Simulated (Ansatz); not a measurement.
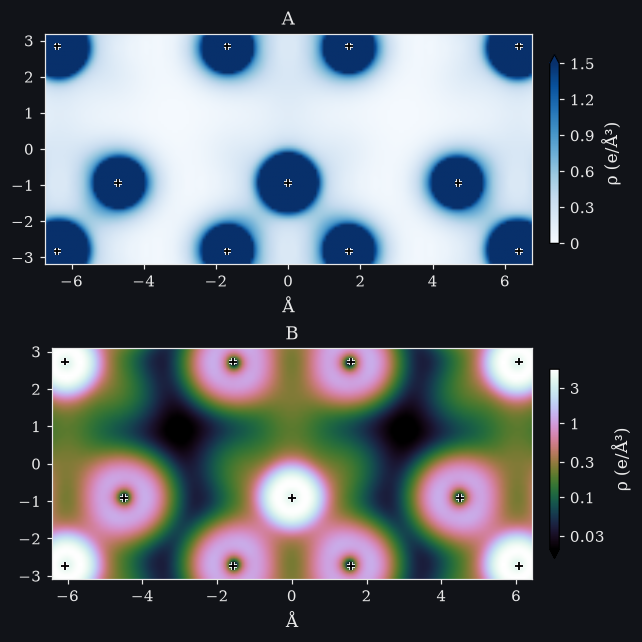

The valence electron density of 2 systems, each on a plane through atoms (crosses mark nuclei in the plane).

All numbers below come from Ansatz, DFT PBE+D3(BJ), scalar-relativistic, plane waves, PAW.

System 1: WS2, the (110) plane of the conventional cell. Space group P6₃/mmc; a structure from a database of computed crystals, not necessarily the ambient phase.

```cif
data_structure
_symmetry_space_group_name_H-M 'P 1'
_symmetry_Int_Tables_number 1
_cell_length_a 3.1542
_cell_length_b 3.1542
_cell_length_c 12.1357
_cell_angle_alpha 90.000
_cell_angle_beta 90.000
_cell_angle_gamma 120.000
_cell_volume 104.56
loop_
_atom_site_label
_atom_site_type_symbol
_atom_site_fract_x
_atom_site_fract_y
_atom_site_fract_z
_atom_site_occupancy
W1 W 0.33333 0.66667 0.75000 1
W2 W 0.66667 0.33333 0.25000 1
S1 S 0.33333 0.66667 0.12025 1
S2 S 0.66667 0.33333 0.62025 1
S3 S 0.33333 0.66667 0.37975 1
S4 S 0.66667 0.33333 0.87975 1
```

System 2: WSe2, the (110) plane of the conventional cell. Space group P6₃/mmc; a structure from a database of computed crystals, not necessarily the ambient phase.

```
W Se
1.0
     3.27900    0.00000    0.00000
    -1.63950    2.83969    0.00000
     0.00000    0.00000   12.78701
W Se
2 4
Direct
  0.33333 0.66667 0.75000
  0.66667 0.33333 0.25000
  0.33333 0.66667 0.11829
  0.66667 0.33333 0.61829
  0.33333 0.66667 0.38171
  0.66667 0.33333 0.88171
```

Which map belongs to which system?

Panel A is system 2, WSe2: the plane holds W and Se. W–Se (2.53 Å): the density is about 0.55 e/Å³ at the midpoint. Panel B is system 1, WS2: the plane holds W and S. W–S (2.41 Å): ρ is about 0.63 e/Å³ halfway.
